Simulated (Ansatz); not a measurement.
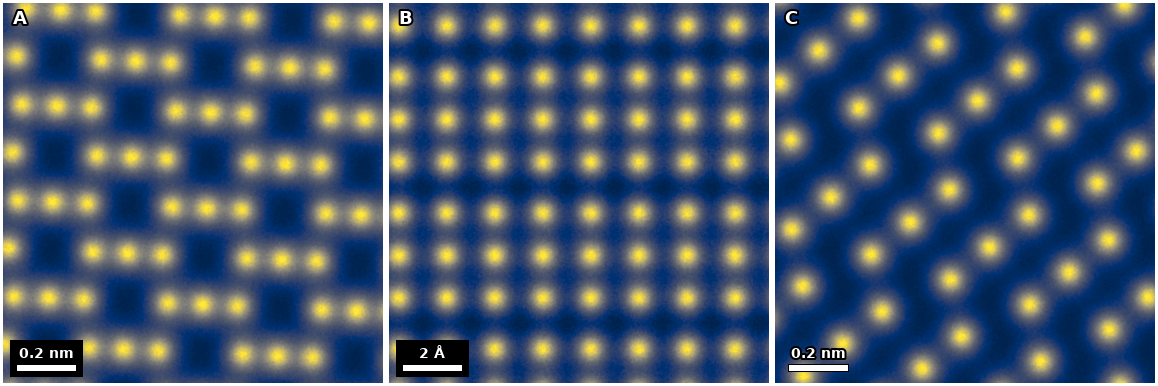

Three views of P (R-3m, No. 166) along different zone axes. Simulated as the projected potential of neutral atoms (B = 0.3 Å²) blurred by a 0.50 Å probe, the thin-sample limit of integrated differential phase contrast. Shot noise was added. Structure: the geometry relaxed with DFT PBEsol, scalar-relativistic, plane waves, PAW (Ansatz 0.2.0); the starting structure was generated, so it need not be a known form of this composition.

```cif
data_structure
_symmetry_space_group_name_H-M 'P 1'
_symmetry_Int_Tables_number 1
_cell_length_a 3.2886
_cell_length_b 3.2886
_cell_length_c 13.9669
_cell_angle_alpha 90.000
_cell_angle_beta 90.000
_cell_angle_gamma 120.000
_cell_volume 130.81
loop_
_atom_site_label
_atom_site_type_symbol
_atom_site_fract_x
_atom_site_fract_y
_atom_site_fract_z
_atom_site_occupancy
P1 P 0.00000 0.00000 0.00000 1
P2 P 0.33333 0.66667 0.89551 1
P3 P 0.00000 0.00000 0.77116 1
P4 P 0.66667 0.33333 0.33333 1
P5 P 0.00000 0.00000 0.22884 1
P6 P 0.66667 0.33333 0.10449 1
P7 P 0.33333 0.66667 0.66667 1
P8 P 0.66667 0.33333 0.56218 1
P9 P 0.33333 0.66667 0.43782 1
```

Match the panels to the zone axes [100], [210] and [211].

Answer. A is [211]: projected cell 3.11 × 3.11 Å, 116°, plane group c2mm. B is [210]: projected cell 1.64 × 4.66 Å, 90°. C is [100]: projected cell 2.85 × 4.75 Å, 102°, plane group p2.
